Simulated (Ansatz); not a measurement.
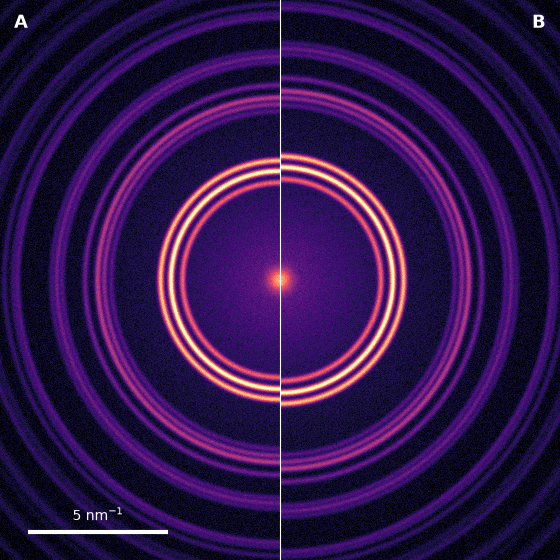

Simulated electron diffraction rings at 200 kV (λ = 0.0251 Å), scale in nm⁻¹ (radius = 1/d), for a fine-grained powder without texture. Kinematic intensities with B = 0.8 Å² for all atoms, without multiple scattering; brightness goes as intensity to the power 0.5, clipped at the top, with counting noise. Reflections closer than the ring width show as one ring. The left and right halves show two different samples, each scaled to its strongest ring.

Both are Zr in Pm-3n, with cells of different size. Both are input geometries of electronic-structure calculations (not necessarily at equilibrium); the starting structure was generated, so it need not be a known form of this composition.

Question: Which half has the larger cell, and by how much?

Answer: Half A: the volume of B is 10.1 % smaller than that of A, and a larger cell draws the rings inwards on average.
A: a = 5.747 Å, b = 5.747 Å, c = 5.747 Å, α = 90.00°, β = 90.00°, γ = 90.00°; 200 at 3.48 nm⁻¹ (d = 2.87 Å), 210 at 3.89 nm⁻¹ (d = 2.57 Å), 211 at 4.26 nm⁻¹ (d = 2.35 Å), 222 at 6.03 nm⁻¹ (d = 1.659 Å).
B: a = 5.547 Å, b = 5.547 Å, c = 5.547 Å, α = 90.00°, β = 90.00°, γ = 90.00°; 200 at 3.61 nm⁻¹ (d = 2.77 Å), 210 at 4.03 nm⁻¹ (d = 2.48 Å), 211 at 4.42 nm⁻¹ (d = 2.26 Å), 222 at 6.25 nm⁻¹ (d = 1.601 Å).
